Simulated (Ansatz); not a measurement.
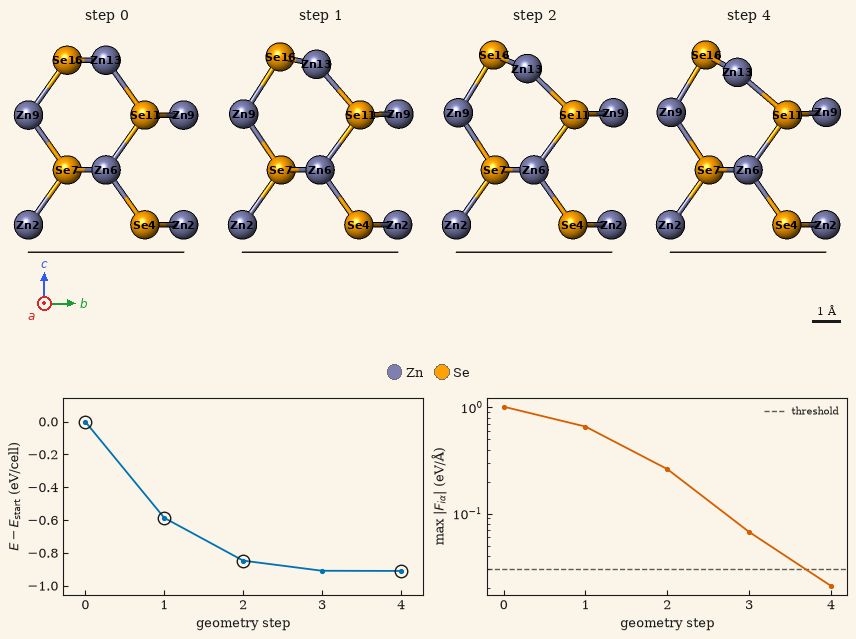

Frames of a constrained relaxation of a slab of composition ZnSe (cut from the F-43m phase), marked on the history of the run. Style: ball-and-stick. Shown: the cell of the calculation, outlined in the plane, without the vacuum (origin shifted), along the a axis.

Case: clean slab, lower planes held. The slab is the (1 1 0) face of ZnSe. 8 atoms are held fixed.

The calculation used Ansatz, DFT PBE+D3(BJ), scalar-relativistic, plane waves, PAW. Settings: plane-wave cutoff 420 eV; k-point mesh 2 × 3 × 1; occupations gaussian; smearing width 0.05 eV; no spin polarisation; dipole correction; atoms relaxed in a fixed cell; force threshold 0.03 eV/Å; at most 70 steps.

### What happens along the run?

The largest moves, 0.59 Å, are those of Zn atoms. By element the largest moves are Zn 0.59 Å, Se 0.23 Å. The lattice vectors keep their values. Near-neighbour distances that change, for instance: Se–Zn 2.449 → 2.516 Å, Se–Zn 2.449 → 2.394 Å, Se–Zn 2.449 → 2.466 Å, Se–Zn 2.449 → 2.443 Å. Bond angles that change, for instance: Zn–Se–Zn 109.5° → 91.2°, Zn–Se–Zn 109.5° → 94.9°, Se–Zn–Se 109.5° → 122.6°. Over 4 geometry steps the energy falls by 0.909 eV per cell of the calculation. Largest force component: 1 eV/Å at the start, 0.021 eV/Å at the end. The run took 47 s on 4 threads of Intel(R) Xeon(R) 6975P-C (Granite Rapids), on a shared host, peak memory 2.2 GiB. From step 0 to 1: Zn atoms move most (0.19 Å), energy −0.586 eV per cell of the calculation. From step 1 to 2: Zn atoms move most (0.19 Å), energy −0.261 eV per cell of the calculation. From step 2 to 4: Zn atoms move most (0.20 Å), energy −62.8 meV per cell of the calculation.
